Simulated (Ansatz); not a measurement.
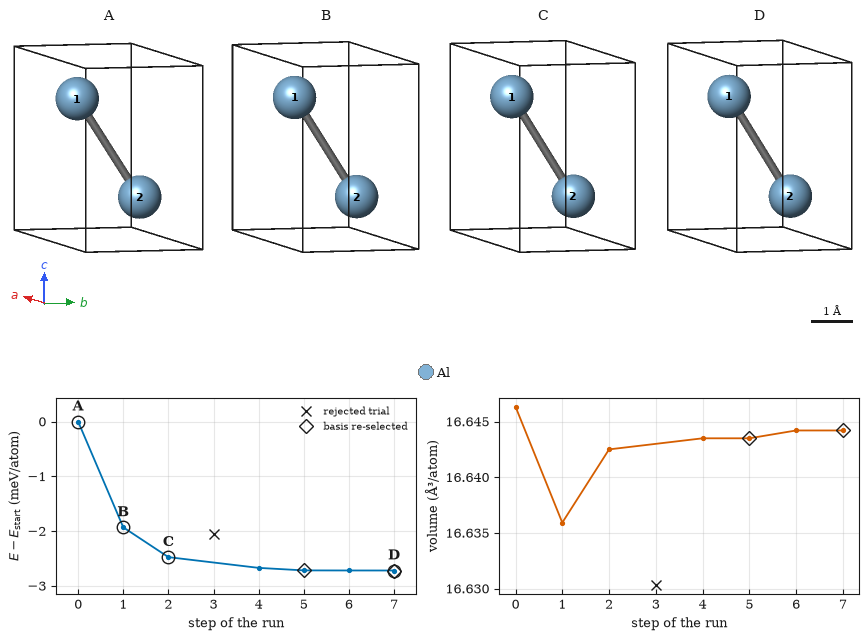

Frames of a relaxation of crystalline Al (a generated structure, set up in Cmcm), marked on the history of the run. A ball-and-stick model of the cell of the calculation, seen from a free direction.

Level of theory: DFT PBE, scalar-relativistic, plane waves, PAW (Ansatz).

The input:
```yaml
crystal:
  lattice:
    - [1.4098501795, -2.5348578278, 0.0]
    - [1.4098501795, 2.5348578278, 0.0]
    - [0.0, 0.0, 4.6579198337]
  atoms:
    - { symbol: Al, position: [0.6655690768, 0.3344309232, 0.75] }
    - { symbol: Al, position: [0.3344309232, 0.6655690768, 0.25] }
basis:
  ecutwfc: 420
kpoints:
  mp_grid: { grid: [22, 22, 12] }
hamiltonian:
  xc: pbe
scf:
  occupations: { method: gaussian, width: 0.1 }
output:
  forces: true
  stress: true
  eigenvalues: true
relax:
  adjacent_minimum: "off"
  f_tol: 0.01
  max_steps: 80
  cell: { stress_tol: 0.05 }
```

Run as
```bash
ansatz run input.yaml --threads 1 --pin off --max-ram 2560MiB --backend cpu --events-out ev --progress --plain --runs-dir out
```

Question: Describe the path.

Answer: The largest moves relative to the cell, 0.006 Å, are those of Al1 and Al2. Al1 goes along [1 −1 0]. The drawn cell changes at constant volume: a = b 2.901 → 2.851 Å (−1.7 %), c 4.658 → 4.730 Å (+1.5 %), γ 121.8° → 120.0°. Near-neighbour distances that change, for instance: Al1–Al1 2.901 → 2.851 Å, Al1–Al1 (another image) 2.820 → 2.851 Å, Al1–Al2 2.854 → 2.881 Å. The space group (tolerance 0.01 Å) goes from Cmcm (No. 63) to P6_3/mmc (No. 194). The energy falls by 2.7 meV per atom in 4 accepted moves (7 points after the start). The largest force component goes from 0.0034 to 0.00029 eV/Å. Pressure: 0.05 GPa at the start and 0.00 GPa at the end. The line search rejected the trial step at point 3 of the run. The SCF was repeated twice at an unchanged geometry on a basis and grid sized afresh for the cell, which shifted the energy by less than 0.05 meV per atom at most. Cost: 120 s on 1 thread of Arm Neoverse V1, with other jobs on the host, peak memory 0.56 GiB. From step 0 to 1: energy −1.9 meV per atom. From step 1 to 2: energy −0.5 meV per atom. From step 2 to 7: energy −0.2 meV per atom.

```tsv
step	E − E(0), meV/atom	largest force component, eV/Å	pressure, GPa	volume, Å³/atom	note
0	0.00	0.0034	0.05	16.646	
1	-1.93	0.0019	0.04	16.636	
2	-2.48	0.0006	0.01	16.642	
3	-2.06	0.0019	0.10	16.630	rejected
4	-2.67	0.0001	0.00	16.643	
5	-2.72	0.0000	0.00	16.643	same geometry, new basis
6	-2.72	0.0003	0.00	16.644	
7	-2.72	0.0003	0.00	16.644	same geometry, new basis
```
